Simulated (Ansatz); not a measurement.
## Mending a wannier calculation on Ti

System: Ti (Fm-3m, 1 atom in the cell).
Method of run A: Kohn-Sham DFT of a periodic cell, PBEsol, Ansatz PAW (Ansatz 0.2.0).

The structure derives from an entry of the Crystallography Open Database. Text and figures count atoms from 1; the logs count them from 0 in places.

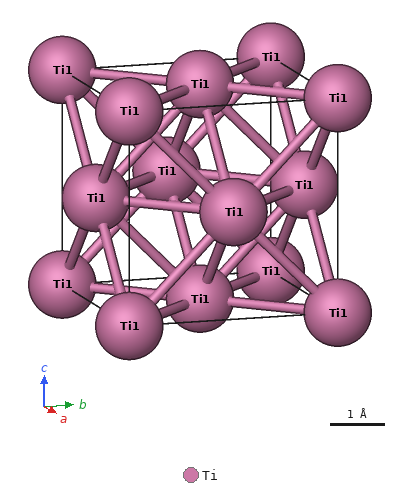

Figure 1. The input geometry (ball-and-stick view of the cell 4 times as large as that of the calculation, set on its symmetry axes, seen slightly off an axis; atoms are numbered from 1 in the order of the input). Near neighbours in the crystal (not all of them lie inside the picture): Ti has 12 Ti at 2.87 Å.

**Input, run A**
```yaml
crystal:
  lattice:
    - [0.0, 2.03, 2.03]
    - [2.03, 0.0, 2.03]
    - [2.03, 2.03, 0.0]
  atoms:
    - { symbol: Ti, position: [0.0, 0.0, 0.0], spin: 1.0, spin_axis: [0.0, 0.0, 1.0] }
hamiltonian:
  xc: pbesol
  pseudopotentials: { kind: paw }
magnetization:
  noncollinear: true
  spin_orbit: false
kpoints:
  mp_grid: { grid: [11, 11, 11] }
scf:
  occupations: { method: tetrahedron }
  n_extra_bands: 14
output:
  wannier:
    kmesh: [6, 6, 6]
    projections: [{ site: 0, l: d }, { site: 0, l: s }]
    minimise: true
    write_xyz: true
    disentanglement: { window: [-2.3, 29.7], frozen_window: [0.7, 14.2] }
```

Launched with:
```bash
ansatz run input.yaml --threads 1 --pin off --max-ram 2560MiB --backend cpu --events-out ev --progress --plain --runs-dir out
```

Hardware: 1 thread of AMD EPYC (Zen 5), 24 GiB of memory available, shared host.

**Output (run A)**
```
Error: inconsistent input (output.wannier, hamiltonian.pseudopotentials): output.wannier: this run bears a moment on two components, which the operations that turn it do not keep. On PAW files bands that the crystal's symmetry makes degenerate can then part by more than the end of the set can be checked for, and the set is refused — use norm-conserving pseudopotentials; or set crystal.symmetry: { detect: false, analysis: as_solved } (a key that needs symmetry detection or time reversal refuses this as the deck is read), under which the count is checked by the level width alone
```

### What should be changed in this input?

The program refused the input: “inconsistent input (output.wannier, hamiltonian.pseudopotentials): output.wannier: this run bears a moment on two components, which the operations that turn it do not keep. On PAW files bands that the crystal's symmetry makes degenerate can then part by more than the end of the set can be checked for, and the set is refused — use norm-conserving pseudopotentials …”

A run of the same system that converges differs from this input as follows (lines with − go, lines with + come):
```diff
-  n_extra_bands: 14
-  wannier:
-    kmesh: [6, 6, 6]
-    projections: [{ site: 0, l: d }, { site: 0, l: s }]
-    minimise: true
-    write_xyz: true
-    disentanglement: { window: [-2.3, 29.7], frozen_window: [0.7, 14.2] }
+  forces: true
+  stress: true
```

**Output, shortened to warnings, some set-up lines, iterations and results (run B)**
```
Warning: output.forces, output.stress, relax.cell or npt_langevin: where a Kohn–Sham band that disperses or a degenerate level is filled in part under the method tetrahedron, the forces or the stress that this run publishes need not agree with its energy (scf.occupations.method in the input reference, under Limitations); prefer a smearing scheme for the forces or the stress
WARN: the starting moments were not kept: the SCF closed with an absolute magnetisation of 8.4e-7 μB, where they sum to 1 μB in size (1 site). That is at most 0.1 of that sum. Measured as dr2_m measures the in/out step, that magnetisation stands 2.1e-13 eV from none, at or under the dr2_threshold of 1.0e-7 eV: it is no larger than a step whose dr2_m would equal this threshold. The system may hold …
Basis set: ecut = 420 eV, 331 PW (Γ), exchange–correlation on 40×40×40 points (8 copies of the dense FFT grid, shifted against one another)
Symmetry: 48 space group operations
k-points: 56 of 1331
Initial density: superposition of atomic densities (chi_scale 0.1, normalization cell)
[...]
SCF iter   1: F=—  HF=-2473.911292 eV  |F-HF|=—  |Δ(HF+E_count)|=         —  Δρ=7.45e-2 (↑7.45e-2 ↓2.57e-2)  dr2=5.81e-1  dr2_m=3.48e-1  M=0.468 μB ∫|m|=0.468 μB  β_m=0.30  …
SCF iter   2: F=—  HF=-2473.777845 eV  |F-HF|=—  |Δ(HF+E_count)|=   1.33e-1  Δρ=4.05e-2 (↑4.05e-2 ↓2.84e-2)  dr2=5.55e-2  dr2_m=1.74e-1  M=0.457 μB ∫|m|=0.457 μB  β_m=0.30  …
SCF iter   3: F=—  HF=-2473.789530 eV  |F-HF|=—  |Δ(HF+E_count)|=   1.17e-2  Δρ=2.63e-2 (↑2.43e-2 ↓2.63e-2)  dr2=3.54e-3  dr2_m=9.61e-2  M=0.427 μB ∫|m|=0.427 μB  β_m=0.30  …
SCF iter   4: F=—  HF=-2473.804726 eV  |F-HF|=—  |Δ(HF+E_count)|=   1.52e-2  Δρ=2.02e-2 (↑2.02e-2 ↓1.91e-2)  dr2=2.23e-4  dr2_m=5.91e-2  M=0.389 μB ∫|m|=0.389 μB  β_m=0.30  …
SCF iter   5: F=—  HF=-2473.814943 eV  |F-HF|=—  |Δ(HF+E_count)|=   1.02e-2  Δρ=1.57e-2 (↑1.57e-2 ↓1.56e-2)  dr2=1.00e-5  dr2_m=3.74e-2  M=0.353 μB ∫|m|=0.353 μB  β_m=0.30  …
[... 9 lines ...]
SCF iter  15: F=-2473.840126 eV  HF=-2473.840126 eV  |F-HF|=4.55e-12  |Δ(HF+E_count)|=   1.79e-7  Δρ=1.90e-7 (↑1.56e-7 ↓1.90e-7)  dr2=5.16e-12  dr2_m=2.93e-12  M=0.000 μB …
SCF 1 converged in 15 iterations: F = -2473.840126 eV  dr2 = 5.16e-12
SCF iter   1: F=—  HF=-2473.840126 eV  |F-HF|=—  |Δ(HF+E_count)|=         —  Δρ=3.64e-7  dr2=3.25e-12  dr2_m=5.09e-12  ethr=3.87e-10  |M|=1.05e-15 ∫|m|=1.12e-6 μB  …
SCF iter   2: F=-2473.840126 eV  HF=-2473.840126 eV  |F-HF|=6.37e-12  |Δ(HF+E_count)|=   5.29e-8  Δρ=2.63e-7  dr2=1.10e-12  dr2_m=2.64e-12  ethr=1.00e-12  |M|=3.47e-16 …
SCF 2 converged in 2 iterations: F = -2473.840126 eV  dr2 = 1.10e-12
SCF converged after 2 iterations
Stability not checked: this state was not tested for a lower state beside it, because cold or Methfessel-Paxton smearing, or corrected tetrahedra, fill the levels in a way that the test cannot read (fill_not_monotonic; see scf.lower_state_search)
Magnetization: |M| = 0.0000 μB,  M = (+0.0000, +0.0000, +0.0000) μB
Absolute magnetization: 0.0000 μB (∫|m|, with the PAW one-centre terms)
Moment direction: held on its axis by an average over the rotations of spin about it
  site 0: m = (+0.0000, +0.0000, -0.0000) μB, |m| = 0.0000 μB  (R = 1.18 Å)
Free energy (F): -2473.840126 eV
Harris-Foulkes:  -2473.840126 eV  (|F-HF|=6.37e-12)
Internal energy: -2473.840126 eV  (E = F + TS)
E sigma→0 (E₀):  -2473.840126 eV
Fermi energy:    13.740670 eV
--- Per-component energies (eV) ---
  E_band       = -149.906681
  E_kinetic    = 273.158722
  E_local      = -792.529534  (includes V_loc(G=0)·N_el)
  E_nonlocal   = 9.478031
  E_hartree    = 326.236797
  E_xc         = -96.908625
  E_vxc        = -121.783794  (∫ρ·V_xc dr)
  E_paw        = -1022.610083  (= ΣΔE_a)
  E_vpaw       = -170.703836  (= ΣTr[D̂ρ^β])
  E_aug_tail   = 0.000100  (compensation charges beyond the density's cutoff)
  E_ewald      = -1170.804918
  E_core_change = 0.139384  (= ΣΔE_core)
  E_smearing   = -0.000000  (= −TS)
  E_closure    = 0.000000  (closes the sum)
  Σ components = -2473.840126   (vs F -2473.840126, Δ=0.00e0)
--- Forces (eV/Å), atoms counted from 1 ---
  atom   1  Ti     0.00000000     0.00000000     0.00000000
  max |Σ_I F_I| component: 9.65e-25 eV/Å
--- Stress (GPa, compression-positive) ---
       -0.300997       0.000000       0.000000
        0.000000      -0.300997       0.000000
        0.000000      -0.000000      -0.300997
  P = ⅓ Tr σ = -0.3010 GPa (-3.010 kbar)
```

**The two runs side by side**

```tsv
quantity	run A	run B
outcome	refused	converged
free energy per atom (eV)	–	−2473.8401
gap on the mesh (eV)	–	0.00
net moment of the cell (μB)	–	0.00
absolute moment of the cell (μB)	–	0.00
pressure (GPa)	–	−0.30
volume per atom (Å³)	–	16.73
largest force (eV/Å)	–	0.000
irreducible k-points	–	56
plane waves at Γ	–	331
```

Notes on run B: Notes on the run: some starting moments were not kept; forces and stress from tetrahedron occupations may miss the slope of the energy.
